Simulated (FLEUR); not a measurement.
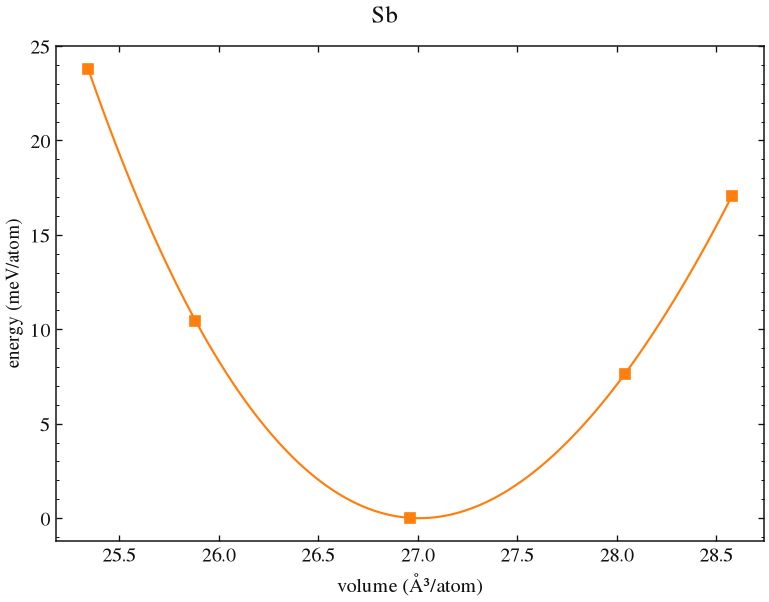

Plotted: energy against volume for Sb, space group I4/mmm (No. 139).

Cell as given: a = 3.511 Å, b = 3.511 Å, c = 3.511 Å, α = 126.63°, β = 126.63°, γ = 78.85°; 1 atom.

Calculation (FLEUR MaX-R8.1 (later development tree)): all-electron LAPW DFT, no spin polarisation; energies at scaled volumes of the given cell, shape and fractions fixed, counted from the fit's minimum, third-order Birch-Murnaghan fit. Level: SCAN.

k mesh 12×12×12; occupations Fermi–Dirac; smearing width 0.05 eV; potentials all electron; program settings basis FLAPW, kmax 4.1 1/bohr.

Give the fitted equation-of-state parameters.

Answer. A third-order Birch–Murnaghan fit gives V0 = 27.01 Å³/atom, B0 = 66.3 GPa and B′ = 4.5.

Caveats: shape and atomic fractions are frozen while scaling, which makes layered, chain and framework solids too stiff.
